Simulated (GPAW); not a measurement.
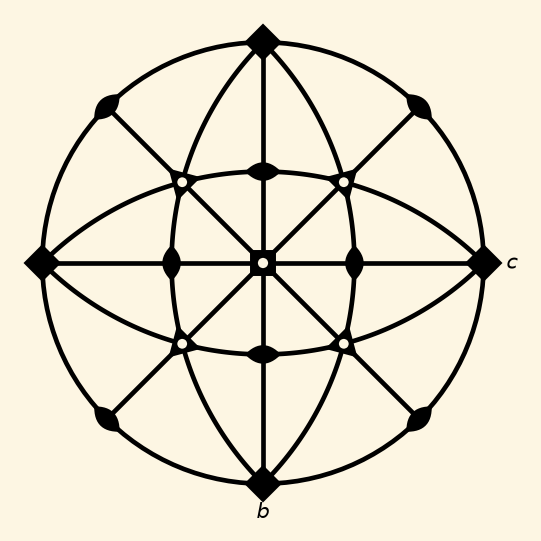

Stereographic projection: heavy lines are mirror planes (a heavy rim: a mirror in the plane of the page); lens, triangle, square and hexagon are 2-, 3-, 4- and 6-fold axes, a lens in an open square is −4, a triangle in an open hexagon −6; thin dashed diameters join the ends of axes that lie in the page; a small open circle marks inversion. The a axis points at the viewer. Computed from the symmetry operations of a computed or model structure of composition Be2C.

Identify the point group and its elements.

Answer. m-3m (Oh), order 48, cubic system: three fourfold axes, four threefold axes, six twofold axes, nine mirror planes, an inversion centre.

Can such a crystal be piezoelectric, pyroelectric or chiral?

Answer. It is centrosymmetric, so neither piezoelectric nor pyroelectric; it is not chiral.
